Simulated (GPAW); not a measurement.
Consider GaAs (F-43m).

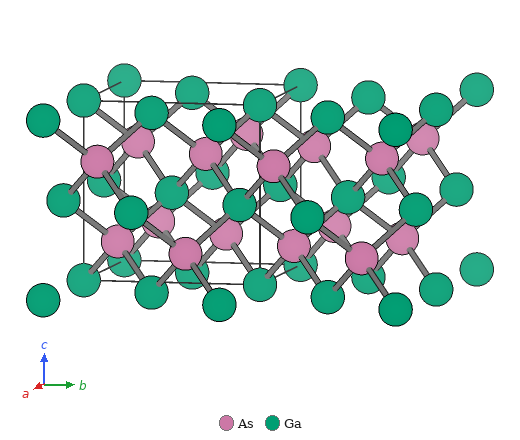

The structure (arsenic pink, gallium teal). Bonds to atoms that aren't drawn are left out. 2×2×1 conventional cells are drawn. Some periodic images of atoms are drawn too.

```
As Ga
1.0
     0.00000    2.82685    2.82685
     2.82685    0.00000    2.82685
     2.82685    2.82685    0.00000
As Ga
1 1
Direct
  0.75000 0.75000 0.75000
  0.00000 0.00000 0.00000
```

Absorber: atom 2, with 4 As at 2.45 Å (tetrahedral, site symmetry -43m). Method: GPAW, PBE, full core hole (charged cell), 8-atom cell with 5.7 Å between holes, 4×4×4 k points, dipole transitions, Gaussian full width 1.82 eV up to 4 eV, rising linearly to 3.5 eV at 25 eV.

What does the Ga K edge look like?

Main maxima up to 30 eV above the zero (height): 4.4 eV (1.92), 12.2 eV (1.23) and 18.8 eV (0.79). A K edge sees empty p states on the absorber. 

The Ga K spectrum (energy from the lowest empty level; intensity scaled to a mean of 1 over the first 20 eV):

```
E (eV)  intensity
  -2.0       0.00
  -0.5       0.02
   1.0       0.41
   2.5       1.21
   4.0       1.86
   5.5       1.46
   7.0       1.03
   8.5       0.91
  10.0       0.89
  11.5       1.19
  13.0       1.16
  14.5       0.85
  16.0       0.64
  17.5       0.73
  19.0       0.79
  20.5       0.76
  22.0       0.76
  23.5       0.72
  25.0       0.71
  26.5       0.75
  28.0       0.78
  29.5       0.82
```

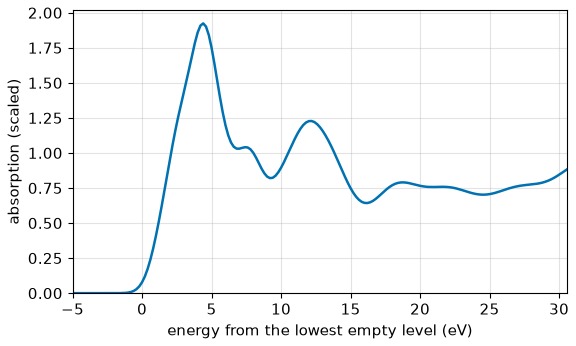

The Ga K edge.

The script folds with a Gaussian, whereas the core hole's own line is a Lorentzian, so the onset is too steep and the first peak too high. The holes are only 5.7 Å apart, so the shape is probably not converged with cell size; no larger cell was run here. The structure is a published determination, not relaxed.

[Banner, clock and machine lines of the logs are left out without a mark of their own.]

[Logs are printed without paths, hosts, clocks, repeated set-up lines and the standing remarks that a program may print on its own settings, such as how far it seeks lower states.]

[Hosts, paths, dates, database ids (printed as entryN), source tags and the programs' standing remarks are cut or masked in the printed files.]

[Lists of maxima count a maximum above −3 eV only where it reaches 4 % of the highest in the window and stands out from its surroundings by 2 % of it (1.5 % where it reaches 55 %); shoulders and weaker maxima are passed over, and of the rest the first, up to two pre-edge ones and the few strongest are named.]
